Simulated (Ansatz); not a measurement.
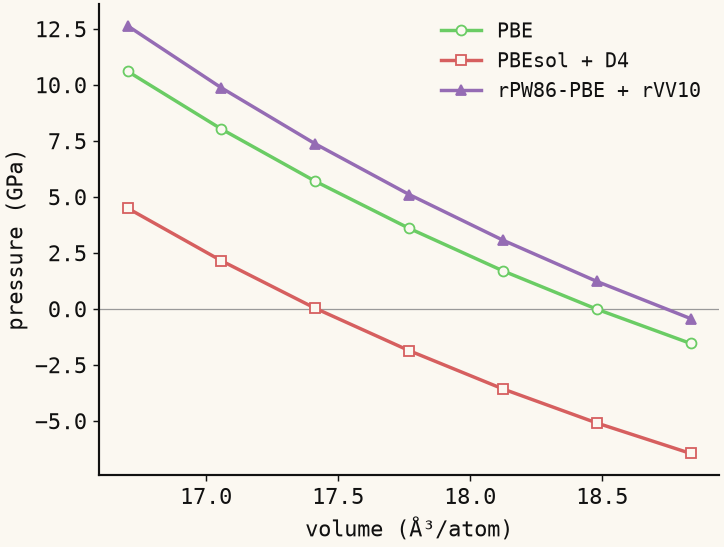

The plot gives the computed pressure against volume, with one curve for each functional, for SnO (space group P4/nmm).

Method: plane-wave DFT, no spin polarisation; energies at scaled volumes of the given cell, shape and fractions fixed, counted from the fit's minimum, third-order Birch-Murnaghan fit (Ansatz 0.2.0). All runs: no spin polarisation.

k mesh 7×7×6; occupations Fermi–Dirac; smearing width 0.05 eV; potentials Ansatz PAW; wave cutoff 420 eV.

Settings that differ: PBE: density cutoff 1680 eV; PBEsol + D4: density cutoff 1680 eV; rPW86-PBE + rVV10: density cutoff 2100 eV.

**Order the curves by fitted equilibrium volume, smallest first.**

PBEsol + D4 17.419, PBE 18.480, rPW86-PBE + rVV10 18.741 Å³/atom.

**For PBE: how does the pressure vary with volume?**

It falls from 10.61 GPa at volume 16.70 Å³/atom to −1.54 GPa at 18.84 Å³/atom, and changes sign near 18.48 Å³/atom.

**For PBEsol + D4: what does the pressure do across the range?**

It falls from 4.50 GPa at volume 16.70 Å³/atom to −6.45 GPa at 18.84 Å³/atom, and changes sign near 17.42 Å³/atom.

Keep in mind: the functional was run on potentials made for another functional (rPW86-PBE + rVV10); shape and atomic fractions are frozen while scaling, which makes layered, chain and framework solids too stiff.
